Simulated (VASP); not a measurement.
## Two runs on Al16N15

System: Al16N15 (defect cell, 31 atoms in the cell).
Method of the first run: Kohn-Sham DFT of a periodic cell, LDA, VASP PAW LDA potentials, recommended, spin-polarised (VASP 6.6.1).

The structure derives from an entry of the Crystallography Open Database. 

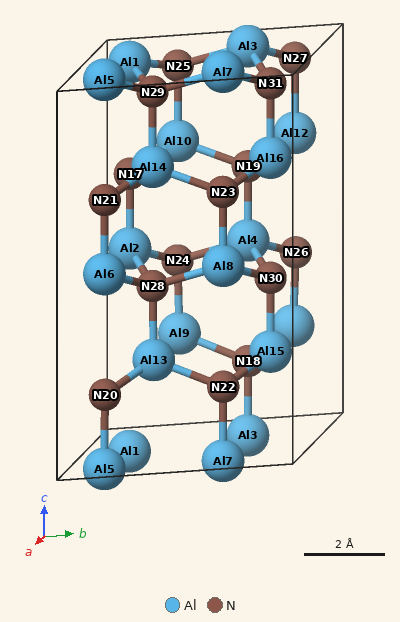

**Figure 1.** The structure (ball-and-stick view of the cell of the calculation, seen slightly off an axis; atoms are numbered from 1 in the order of the input). An atom can appear more than once, as a periodic image. Near neighbours in the periodic cell (some may lie outside the picture): Al has 3 N at 1.85 to 1.88 Å; Al has 4 N at 1.88 to 1.93 Å; N has 4 Al at 1.85 to 1.93 Å.

## INCAR, the first run
```
SYSTEM = Al16N15
PREC     = Accurate       ! precision mode
ENCUT    = 450            ! plane-wave cutoff, eV
EDIFF    = 1E-5           ! SCF threshold, eV
ISMEAR   = 0              ! smearing method
SIGMA    = 0.03           ! smearing width, eV
LREAL    = Auto         
LASPH    = .True.         ! aspherical terms in the spheres
NELM     = 120            ! most SCF steps
ALGO     = Normal         ! electronic algorithm
ISIF     = 2              ! what is computed and relaxed
LWAVE    = .False.        ! write WAVECAR
LCHARG   = .False.        ! write CHGCAR
ISPIN    = 2              ! spin polarisation
MAGMOM   = 0.5 0 0 0 0 0 0 0 0.5 0 0.5 0 0.5 0 0 0 0 0 0 0 0 0 0 0 0 0 0 0 0 0 0 ! initial moments
LORBIT   = 11             ! projections on sites
NUPDOWN  = 2              ! fixed moment
NELECT   = 122.0        
ISYM     = 0            
KPAR     = 4
```

## KPOINTS, the first run
```
Automatic mesh
0
Gamma
  3 3 2
  0 0 0
```

## POSCAR, the first run
```
Al16N15                                 
1.0
    6.2200008610      0.0000000000      0.0000000000
   -3.1100004305      5.3866787572      0.0000000000
    0.0000000000      0.0000000000      9.9600000000
  Al              N             
    16    15
Direct
     0.3327669280401301    0.1658860962109195    0.9804460127576140
     0.3325570308876734    0.1676327042835165    0.5018612580547341
     0.3349887854449865    0.6681570851403443    0.0004323427928380
     0.3348297044341156    0.6689412218953612    0.5012864046525874
     0.8318541224297509    0.1650045963006421    0.0006135509316190
     0.8315435379137784    0.1653592269758654    0.5013665953000853
     0.8313908408278848    0.6680789200897252    0.0001560715386786
     0.8312342337883656    0.6688445440948292    0.5012778661419356
     0.1600864637069664    0.3408630478631528    0.2532391800838067
     0.1651290497275853    0.3351179109318387    0.7486667767710568
     0.1588906244110944    0.8224217107184898    0.2525661636197313
     0.1647313848807677    0.8312450390475609    0.7483058265157558
     0.6781946528836506    0.3419821252195586    0.2530057950888471
     0.6684251887231788    0.3348275430673684    0.7484629347339732
     0.6655672321498014    0.8345229906497582    0.2520838634805276
     0.6660850804967177    0.8338422569392857    0.7504863440831788
     0.3326580368002692    0.1671097005616106    0.6935495686680430
     0.3332122215100876    0.6687214010929062    0.1907816737776797
     0.3330483078286187    0.6673275581906066    0.6913690561457237
     0.8318184946853940    0.1672681399295990    0.1909578158550617
     0.8327041547325678    0.1669481752159172    0.6915231422682002
     0.8317722857236572    0.6688986820386439    0.1904247150496647
     0.8323830511697097    0.6671884196245969    0.6913163121427105
     0.1663856163980750    0.3340275184623704    0.4416149076147303
     0.1655791985812975    0.3344813283704393    0.9422883537780410
     0.1662695478942265    0.8353563228674635    0.4411747033526858
     0.1646321554916564    0.8307537613674900    0.9412305120546919
     0.6649675123199921    0.3338234772364013    0.4415818672856974
     0.6682158190025697    0.3346068619960963    0.9416924620632647
     0.6658702305024934    0.8344252668791436    0.4416625099432177
     0.6661275066129133    0.8339263667385010    0.9414894134536188
```

Command:
```bash
cat potpaw_LDA.64/Al/POTCAR potpaw_LDA.64/N/POTCAR > POTCAR
mpirun -np 4 vasp_std > vasp.out
```

Hardware: 4 threads of AMD EPYC (Zen 4), 64 GiB of memory available, shared host.

## OSZICAR and lines of OUTCAR (the first run)
```
N       E                     dE             d eps       ncg     rms          rms(c)
DAV:   1     0.456605473664E+03    0.45661E+03   -0.52412E+04  3120   0.125E+03
DAV:   2    -0.241391366788E+03   -0.69800E+03   -0.67678E+03  3926   0.255E+02
DAV:   3    -0.291892997236E+03   -0.50502E+02   -0.50067E+02  3592   0.743E+01
DAV:   4    -0.292721791053E+03   -0.82879E+00   -0.81589E+00  3800   0.972E+00
DAV:   5    -0.292739307304E+03   -0.17516E-01   -0.17464E-01  3666   0.133E+00    0.340E+01
DAV:   6    -0.254645805306E+03    0.38094E+02   -0.18083E+02  3474   0.380E+01    0.125E+01
DAV:   7    -0.254246986266E+03    0.39882E+00   -0.45053E+00  3680   0.658E+00    0.770E+00
DAV:   8    -0.253812289413E+03    0.43470E+00   -0.44081E-01  3668   0.282E+00    0.148E+00
DAV:   9    -0.253792760834E+03    0.19529E-01   -0.42581E-02  3728   0.653E-01    0.687E-01
DAV:  10    -0.253792692854E+03    0.67980E-04   -0.49045E-03  3546   0.233E-01    0.401E-01
DAV:  11    -0.253792568224E+03    0.12463E-03   -0.16617E-03  3680   0.144E-01    0.877E-02
DAV:  12    -0.253792586897E+03   -0.18673E-04   -0.22367E-04  3724   0.656E-02    0.374E-02
DAV:  13    -0.253792591687E+03   -0.47904E-05   -0.12365E-04  3664   0.394E-02    0.204E-02
DAV:  14    -0.253792591390E+03    0.29720E-06   -0.10779E-05  1998   0.164E-02
   1 F= -.25379259E+03 E0= -.25379183E+03  d E =-.152733E-02  mag=     2.0000
[... from OUTCAR:]
  free energy    TOTEN  =      -253.79259139 eV
  energy without entropy =     -253.79106406  energy(sigma->0) =     -253.79182772
 E-fermi :   5.6546     XC(G=0): -11.0877     alpha+bet :-15.6398
  free  energy   TOTEN  =      -253.7925913900 eV
  energy  without entropy=     -253.7910640594  energy(sigma->0) =     -253.79182772
```

The second run used a changed input.

## The two runs side by side

```csv
quantity,the first run,the second run
outcome,converged,converged
free energy per atom (eV),−8.1869,−7.9140
gap on the mesh (eV),0.00,2.71
net moment of the cell (μB),2.00,0.00
largest force (eV/Å),0.123,0.773
SCF iterations,14,14
irreducible k-points,10,10
plane waves at Γ,7283,7283
```

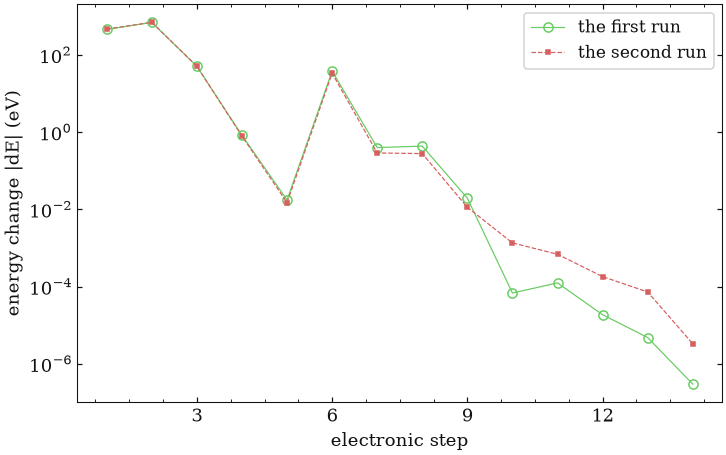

**Figure 2.** Convergence of the two runs: energy change |dE| against the electronic step. The first run takes 14 steps in all, and the second run takes 14.

What was changed in the input?

The change (lines with − go, lines with + come):
```diff
-NUPDOWN  = 2              ! fixed moment
+GGA      = PS             ! functional
```

The total moment is fixed by the input in the first run, so the state need not be the lowest. The total energies belong to different methods, so their difference says nothing on which is more stable or more accurate. A gap of 2.71 eV opens on the mesh, where the first run has none. The net moment of the cell goes from 2.00 to 0.00 μB. The largest force goes from 0.123 to 0.773 eV/Å. The number of SCF iterations is the same.

## OSZICAR and lines of OUTCAR (the second run)
```
N       E                     dE             d eps       ncg     rms          rms(c)
DAV:   1     0.470011761607E+03    0.47001E+03   -0.52289E+04  3120   0.125E+03
DAV:   2    -0.228056719571E+03   -0.69807E+03   -0.67695E+03  3998   0.258E+02
DAV:   3    -0.278774304914E+03   -0.50718E+02   -0.50429E+02  3600   0.760E+01
DAV:   4    -0.279563487620E+03   -0.78918E+00   -0.78653E+00  3784   0.103E+01
DAV:   5    -0.279578413942E+03   -0.14926E-01   -0.14915E-01  3754   0.140E+00    0.324E+01
DAV:   6    -0.245913401273E+03    0.33665E+02   -0.14846E+02  3512   0.344E+01    0.122E+01
DAV:   7    -0.245624311999E+03    0.28909E+00   -0.38224E+00  3648   0.624E+00    0.793E+00
DAV:   8    -0.245345912402E+03    0.27840E+00   -0.48625E-01  3746   0.316E+00    0.138E+00
DAV:   9    -0.245334614508E+03    0.11298E-01   -0.92808E-02  3690   0.105E+00    0.858E-01
DAV:  10    -0.245333259934E+03    0.13546E-02   -0.11660E-02  3608   0.378E-01    0.494E-01
DAV:  11    -0.245333947365E+03   -0.68743E-03   -0.48523E-03  3584   0.241E-01    0.141E-01
DAV:  12    -0.245333766356E+03    0.18101E-03   -0.12692E-03  3968   0.165E-01    0.804E-02
DAV:  13    -0.245333839004E+03   -0.72648E-04   -0.41950E-04  3560   0.792E-02    0.311E-02
DAV:  14    -0.245333842316E+03   -0.33120E-05   -0.42523E-05  3280   0.280E-02
   1 F= -.24533384E+03 E0= -.24533384E+03  d E =-.691704E-19  mag=     0.0004
[... from OUTCAR:]
  free energy    TOTEN  =      -245.33384232 eV
  energy without entropy =     -245.33384232  energy(sigma->0) =     -245.33384232
 E-fermi :   7.0885     XC(G=0): -10.9548     alpha+bet :-15.6666
  free  energy   TOTEN  =      -245.3338423160 eV
  energy  without entropy=     -245.3338423160  energy(sigma->0) =     -245.33384232
```

For both runs: The cell is charged and computed with a neutralising background, so its energy and pressure depend on the cell and aren't those of a real crystal.
